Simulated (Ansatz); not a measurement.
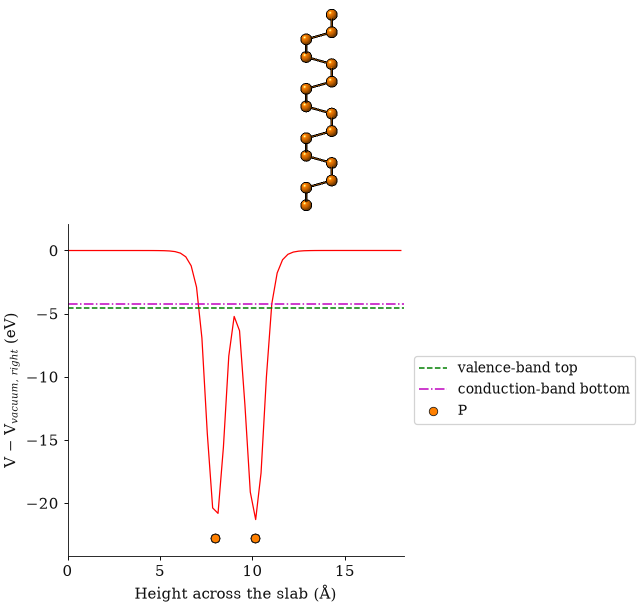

Plane-averaged electrostatic potential energy of an electron across the slab; circles at the bottom mark the heights of the atoms (positions after relaxation). The structure is drawn too.

This input was run:

```
crystal:
  lattice:
    - [6.64504867, 0.0, 0.0]
    - [0.0, 8.3337232404, 0.0]
    - [0.0, 0.0, 18.1683550291]
  atoms:
    - { symbol: P, position: [0.25, 0.4640486038, 0.4403260497] }
    - { symbol: P, position: [0.25, 0.9640486038, 0.4403260497] }
    - { symbol: P, position: [0.75, 0.4640486038, 0.4403260497] }
    - { symbol: P, position: [0.75, 0.9640486038, 0.4403260497] }
    - { symbol: P, position: [0.5, 0.2859513962, 0.4403260497] }
    - { symbol: P, position: [0.5, 0.7859513962, 0.4403260497] }
    - { symbol: P, position: [0.0, 0.2859513962, 0.4403260497] }
    - { symbol: P, position: [0.0, 0.7859513962, 0.4403260497] }
    - { symbol: P, position: [0.75, 0.0359513962, 0.5596739503] }
    - { symbol: P, position: [0.75, 0.5359513962, 0.5596739503] }
    - { symbol: P, position: [0.25, 0.0359513962, 0.5596739503] }
    - { symbol: P, position: [0.25, 0.5359513962, 0.5596739503] }
    - { symbol: P, position: [0.5, 0.2140486038, 0.5596739503] }
    - { symbol: P, position: [0.5, 0.7140486038, 0.5596739503] }
    - { symbol: P, position: [0.0, 0.2140486038, 0.5596739503] }
    - { symbol: P, position: [0.0, 0.7140486038, 0.5596739503] }
basis:
  ecutwfc: 420
kpoints:
  mp_grid: { grid: [3, 3, 1] }
hamiltonian:
  xc: pbe
  dispersion: d3bj
scf:
  occupations: { method: gaussian, width: 0.1 }
output:
  forces: true
  eigenvalues: true
  write_density: true
  write_potential: true
  elf: true
  volumetric_format: npy
relax:
  adjacent_minimum: "off"
  f_tol: 0.03
  max_steps: 70
  constraints: [{ sites: [0, 1, 2, 3, 4, 5, 6, 7] }]
efield:
  axis: 3
  dipole_correction: true
  ramp_width: 0.04
```

Command:
```bash
ansatz run input.yaml --threads 2 --pin off --max-ram 5120MiB --backend cpu --events-out ev --progress --plain --runs-dir out
```

### What are the ionisation potential and the electron affinity of the slab?

From the vacuum level at the right face the ionisation potential is 4.54 eV and the electron affinity 4.23 eV; the left face gives the same. The slab's gap, their difference before rounding, is 0.31 eV. The two vacuum levels agree, so the slab has no net dipole along its normal.

### How thick are slab and vacuum?

The outermost atoms are 2.2 Å apart, which leaves 16.0 Å of vacuum in a cell 18.2 Å high.
